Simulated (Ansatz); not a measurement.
A series of calculations on K₈Mg₈F₂₃

## 1. Relaxation

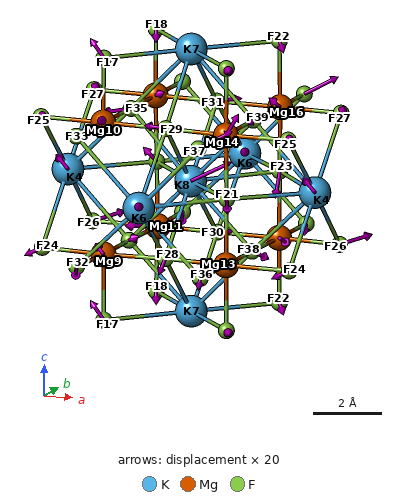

This is a relaxation of a defect cell of composition K$_{8}$Mg$_{8}$F$_{23}$. The starting structure is drawn; purple arrows show the displacements, magnified 20 times.

Style: ball-and-stick. Shown: the atoms within 5.0 Å of the atom that moves most (axes of the cell of the calculation), slightly off an axis.

These are results of DFT, PBEsol, PAW, plane waves (Ansatz 0.2.0), not measurements. (plane-wave cutoff 420 eV; k-point mesh 1 × 1 × 1; mesh shifted by (0.25, 0.25, 0.25); collinear spin; atoms relaxed in a fixed cell; force threshold 0.03 eV/Å; at most 80 steps)

Question: What happened in the run?

Answer: A K atom moves most: 0.068 Å along [2 1 1]. By element the largest moves are K 0.068 Å, Mg 0.062 Å, F 0.058 Å. The cell stays as it was. Some distances before and after: F–K 2.856 → 2.779 Å, F–Mg 1.920 → 1.995 Å, K–Mg 3.496 → 3.424 Å, F–K 2.874 → 2.803 Å. Bond angles that change, for instance: F–Mg–F 175.3° → 179.9°, F–Mg–F 85.9° → 90.0°, F–Mg–F 177.1° → 179.9°. Over 3 geometry steps the energy falls by 0.164 eV per cell of the calculation. Largest force component: 0.75 eV/Å at the start, 0.015 eV/Å at the end.

Limits of the set-up: the periodic images lie only 8.0 Å apart, so the values are limited by the cell's size.

## 2. Relaxation

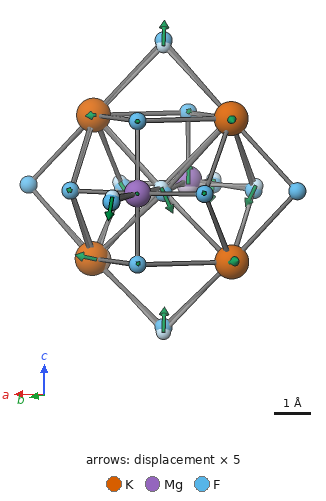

This is a relaxation of a defect cell of composition K8Mg8F23 (cell charge +1). The starting structure is drawn faded, the final one solid; green arrows show the displacements, 5 times their true length.

Style: ball-and-stick. Shown: the atoms within 4.2 Å of the atom that moves most (axes of the cell of the calculation (origin shifted)), from a free direction.

Level of theory: DFT, PBEsol, PAW, plane waves in Ansatz.

Input file:
```yaml
crystal:
  lattice:
    - [7.982544, 0.000000, 0.000000]
    - [0.000000, 7.982544, 0.000000]
    - [0.000000, 0.000000, 7.982544]
  atoms:
    - { symbol: K, position: [0.998801, 0.000654, 0.998515] }
    - { symbol: K, position: [0.003776, 0.999176, 0.500729] }
    - { symbol: K, position: [0.999352, 0.498767, 0.003920] }
    - { symbol: K, position: [0.000399, 0.500091, 0.498218] }
    - { symbol: K, position: [0.504610, 0.000094, 0.001134] }
    - { symbol: K, position: [0.503215, 0.997713, 0.499627] }
    - { symbol: K, position: [0.500005, 0.499726, 0.001199] }
    - { symbol: K, position: [0.497207, 0.499562, 0.497064] }
    - { symbol: Mg, position: [0.252840, 0.247876, 0.247898] }
    - { symbol: Mg, position: [0.249658, 0.252050, 0.749810] }
    - { symbol: Mg, position: [0.254090, 0.756262, 0.249464] }
    - { symbol: Mg, position: [0.248154, 0.749720, 0.749450] }
    - { symbol: Mg, position: [0.748741, 0.247642, 0.251193] }
    - { symbol: Mg, position: [0.748035, 0.248289, 0.746391] }
    - { symbol: Mg, position: [0.749679, 0.746092, 0.251622] }
    - { symbol: Mg, position: [0.751808, 0.751260, 0.749234] }
    - { symbol: F, position: [0.253293, 0.249467, 0.996694] }
    - { symbol: F, position: [0.249308, 0.751533, 0.002938] }
    - { symbol: F, position: [0.252358, 0.750514, 0.497437] }
    - { symbol: F, position: [0.748085, 0.252380, 0.000616] }
    - { symbol: F, position: [0.751186, 0.247543, 0.504017] }
    - { symbol: F, position: [0.748731, 0.750989, 0.002565] }
    - { symbol: F, position: [0.749287, 0.753419, 0.504969] }
    - { symbol: F, position: [0.003192, 0.251488, 0.251595] }
    - { symbol: F, position: [0.998869, 0.250561, 0.750482] }
    - { symbol: F, position: [0.995604, 0.743769, 0.249185] }
    - { symbol: F, position: [0.998833, 0.750459, 0.748853] }
    - { symbol: F, position: [0.501198, 0.250951, 0.253671] }
    - { symbol: F, position: [0.505037, 0.248947, 0.750584] }
    - { symbol: F, position: [0.497587, 0.748201, 0.250112] }
    - { symbol: F, position: [0.496326, 0.746559, 0.750423] }
    - { symbol: F, position: [0.251454, 0.996693, 0.253951] }
    - { symbol: F, position: [0.250170, 0.998357, 0.750865] }
    - { symbol: F, position: [0.248127, 0.500369, 0.248662] }
    - { symbol: F, position: [0.257147, 0.497441, 0.753050] }
    - { symbol: F, position: [0.750383, 0.000418, 0.252392] }
    - { symbol: F, position: [0.744095, 0.996660, 0.747661] }
    - { symbol: F, position: [0.748086, 0.496132, 0.252624] }
    - { symbol: F, position: [0.751506, 0.499271, 0.751943] }
  symmetry: { detect: false }
kpoints:
  mp_grid: { grid: [1, 1, 1], shift: [0.25, 0.25, 0.25] }
hamiltonian:
  xc: pbesol
total_charge: 1
scf:
  occupations: { method: fermi_dirac, width: 0.01 }
relax:
  f_tol: 0.03
  max_steps: 80
  escape_saddle: false
  adjacent_minimum: "off"
output:
  forces: true
  eigenvalues: true
  populations: true
  charged_corrections: { epsilon: 7 }
```

Launched with:
```bash
ansatz run in.yaml --threads 8 --pin off --max-ram 118750MiB --runs-dir r --events-out ev --progress --plain --backend cuda --devices 0, --max-vram 170GiB
```

What happened in the run?

Answer. The energy falls by 1.098 eV per cell of the calculation in 4 geometry steps. The largest force component goes from 2.3 to 0.0046 eV/Å. The largest move is that of F35, 0.16 Å along [−1 −1 −3]. Largest moves by element: F 0.16 Å, Mg 0.13 Å, K 0.13 Å. The lattice vectors keep their values. Some distances before and after: K7–F35 2.772 → 2.949 Å, K3–F34 2.786 → 2.947 Å, K7–F34 2.819 → 2.947 Å, K3–F25 2.832 → 2.947 Å. Bond angles that change, for instance: F25–Mg10–F29 178.9° → 165.2°, F33–Mg10–F35 177.9° → 165.1°, K4–F35–Mg10 88.6° → 97.7°.

Limits of the set-up: the periodic images lie only 8.0 Å apart, so the values are limited by the cell's size; the cell is charged, on a uniform background, and energies carry no finite-size correction.

## 3. Defect

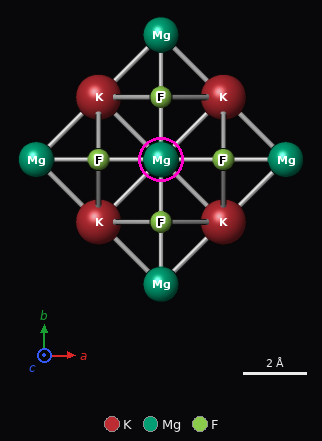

Perfect KMgF₃. A ball-and-stick model of the atoms within 4.6 Å of one point, in a slice 5.0 Å thick across the line of sight, seen along the c axis.

These are results of DFT, PBEsol, PAW, plane waves (Ansatz), not measurements. Set-up: plane-wave cutoff 420 eV; k-point mesh 1 × 1 × 1; mesh shifted by (0.25, 0.25, 0.25); no spin polarisation. Fermi-Dirac smearing of 0.01 eV. A uniform background neutralises the charged cell. The axes drawn are those of the host's conventional cell.

A fluorine atom is taken out (a vacancy) at the ringed place, in charge state +1. The supercell has 40 sites, and the atoms are relaxed at the host's cell.

Q: Predict the relaxed surroundings of the defect.

A: Around the empty F site the host had 2 Mg at 2.00 Å; after relaxation the nearest atoms are 2 Mg at 2.12 Å. Of the host's atoms, a fluorine atom moves furthest from its site, by 0.14 Å.

The relaxed defect, seen from the same direction:

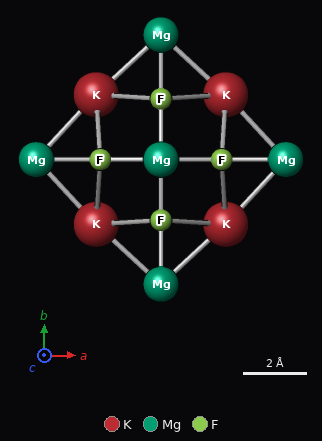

Limits of the set-up: the periodic images lie only 8.0 Å apart, so the values are limited by the cell's size; the cell is charged, on a uniform background, and energies carry no finite-size correction.
